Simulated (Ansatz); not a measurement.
# K: 7 runs along one coordinate

System: K (Pm-3m, 1 atom in the cell).
Method: DFT, RPBE, plane waves (420 eV) with PAW, scalar-relativistic, no spin polarisation (Ansatz 0.2.0).

The 7 runs differ only in the geometry, by an even scaling of the cell at fixed fractional positions.

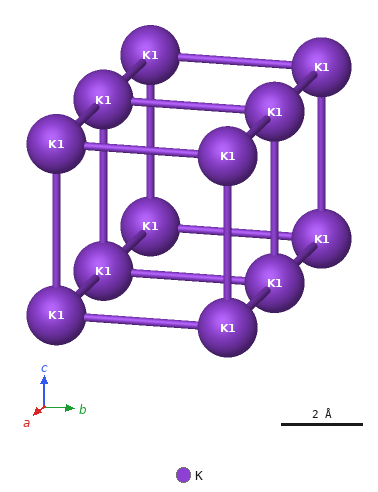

Figure 1. The structure of run 4 (ball-and-stick view of the cell of the calculation, repeated 2 × 1 × 1, seen slightly off an axis; atoms are numbered from 1 in the order of the input).

## Input of run 4
```yaml
crystal:
  lattice:
    - [4.4220872859, 0.0, 0.0]
    - [0.0, 4.4220872859, 0.0]
    - [0.0, 0.0, 4.4220872859]
  atoms:
    - { symbol: K, position: [0.0, 0.0, 0.0] }
hamiltonian:
  xc: rpbe
  pseudopotentials:
    kind: paw
    azcp:
      K: "pseudopotentials/K.paw.azcp"
basis:
  ecutwfc: 420
  fft_grid_basis: typed
kpoints:
  mp_grid: { grid: [8, 8, 8], shift: [0, 0, 0] }
magnetization:
  spin_polarized: false
scf:
  occupations: { method: fermi_dirac, width: 0.1 }
  lower_state_search: "off"
output:
  stress: true
```

Command:
```bash
ansatz run input.yaml --threads 2 --pin off --max-ram 5120MiB --backend cpu --events-out ev --progress --plain --runs-dir out
```

Run 2 differs from it as follows:
```diff
-    - [4.4220872859, 0.0, 0.0]
-    - [0.0, 4.4220872859, 0.0]
-    - [0.0, 0.0, 4.4220872859]
+    - [4.3008726828, 0.0, 0.0]
+    - [0.0, 4.3008726828, 0.0]
+    - [0.0, 0.0, 4.3008726828]
```

## Results, with one run withheld

| run | volume per atom (Å³) | free energy per atom, from the lowest run given (meV) | pressure (GPa) |
| --- | --- | --- | --- |
| 1 | 76.096 | 11.66 | 0.39 |
| 2 | 79.555 | ? | ? |
| 3 | 83.014 | 1.21 | 0.11 |
| 4 | 86.473 | 0.00 | 0.01 |
| 5 | 89.932 | 0.86 | −0.08 |
| 6 | 93.391 | 3.43 | −0.15 |
| 7 | 96.850 | 7.41 | −0.21 |

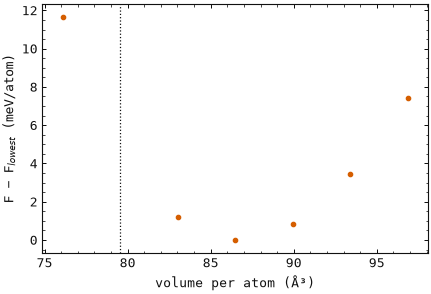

Figure 2. Free energy per atom of the runs given; the dotted line marks run 2.

What should run 2 give?

A cubic polynomial in V^(−2/3) (the Birch–Murnaghan form), fitted to the 6 runs given, misses them by under 0.01 meV per atom. With x = V^(−2/3) − 0.05087 Å⁻², it reads F = 0.020165 − 216.62 x + 5.5267e+05 x² − 1.2844e+06 x³ (meV per atom). At run 2 it gives 4.92 meV per atom, and the run itself gives 4.92. The slope of the fit gives a pressure −dF/dV of 0.24 GPa there, and the run prints 0.24 GPa. The fit has its minimum at 86.656 Å³ per atom, where V d²F/dV² gives 2.37 GPa: the bulk modulus at this level, since symmetry fixes the shape and the positions.

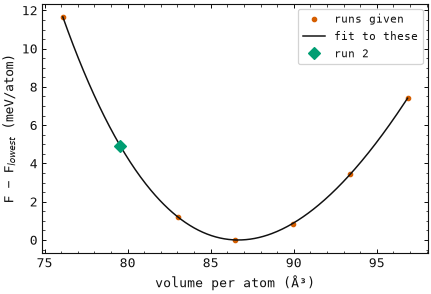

Figure 3. The fit and the withheld run.

## Output, shortened to warnings, some set-up lines, iterations and results (run 2)
```
Basis set: ecut = 420 eV, 1551 PW (Γ)
Symmetry: 48 space group operations
k-points: 35 of 512
Initial density: superposition of atomic densities (neutral atoms: chi_scale 0, normalization atom), corrected by the library's trained network
[...]
SCF iter   1: F=—  HF=-1541.992337 eV  |F-HF|=—  |Δ(HF+E_count)|=         —  Δρ=1.65e-3  dr2=1.36e-3  ethr=1.77e-3  ⟨swp⟩=5.3  Hψ=2277  notcnv=0
SCF iter   2: F=—  HF=-1541.992451 eV  |F-HF|=—  |Δ(HF+E_count)|=   1.14e-4  Δρ=9.90e-4  dr2=7.14e-4  ethr=1.51e-5  ⟨swp⟩=1.5  Hψ=654  notcnv=0
SCF iter   3: F=—  HF=-1541.993007 eV  |F-HF|=—  |Δ(HF+E_count)|=   5.55e-4  Δρ=3.73e-4  dr2=9.78e-5  ethr=7.93e-6  ⟨swp⟩=2.1  Hψ=451  notcnv=0
SCF iter   4: F=—  HF=-1541.992972 eV  |F-HF|=—  |Δ(HF+E_count)|=   3.45e-5  Δρ=5.95e-5  dr2=3.61e-6  ethr=1.09e-6  ⟨swp⟩=2.4  Hψ=497  notcnv=0
SCF iter   5: F=—  HF=-1541.992975 eV  |F-HF|=—  |Δ(HF+E_count)|=   3.05e-6  Δρ=2.72e-5  dr2=5.96e-7  ethr=4.01e-8  ⟨swp⟩=2.3  Hψ=468  notcnv=0
SCF iter   6: F=-1541.992975 eV  HF=-1541.992975 eV  |F-HF|=1.01e-8  |Δ(HF+E_count)|=   1.35e-7  Δρ=4.63e-6  dr2=1.60e-8  ethr=1.11e-9  ⟨swp⟩=4.0  Hψ=906  notcnv=0
SCF 1 converged in 6 iterations: F = -1541.992975 eV  dr2 = 1.60e-8
SCF converged after 6 iterations
Free energy (F): -1541.992975 eV
Harris-Foulkes:  -1541.992975 eV  (|F-HF|=1.01e-8)
Internal energy: -1541.969387 eV  (E = F + TS)
E sigma→0 (E₀):  -1541.981181 eV
Entropy (-TS):   -0.023588 eV (-23.588 meV/atom)
Fermi energy:    1.618443 eV
--- Per-component energies (eV) ---
  E_band       = -146.645238
  E_kinetic    = 252.314230
  E_local      = -784.021185  (includes V_loc(G=0)·N_el)
  E_nonlocal   = 12.065274
  E_hartree    = 282.311043
  E_xc         = -134.528321
  E_vxc        = -163.345464  (∫ρ·V_xc dr)
  E_paw        = -785.331956  (= ΣΔE_a)
  E_vpaw       = -28.277067  (= ΣTr[D̂ρ^β])
  E_aug_tail   = -0.000003  (compensation charges beyond the density's cutoff)
  E_ewald      = -384.729164
  E_core_change = -0.049305  (= ΣΔE_core)
  E_smearing   = -0.023588  (= −TS)
  E_closure    = -0.000000  (closes the sum)
  Σ components = -1541.992975   (vs F -1541.992975, Δ=0.00e0)
--- Stress (GPa, compression-positive) ---
        0.237460      -0.000000       0.000000
       -0.000000       0.237460       0.000000
       -0.000000       0.000000       0.237460
  P = ⅓ Tr σ = 0.2375 GPa (2.375 kbar)
```
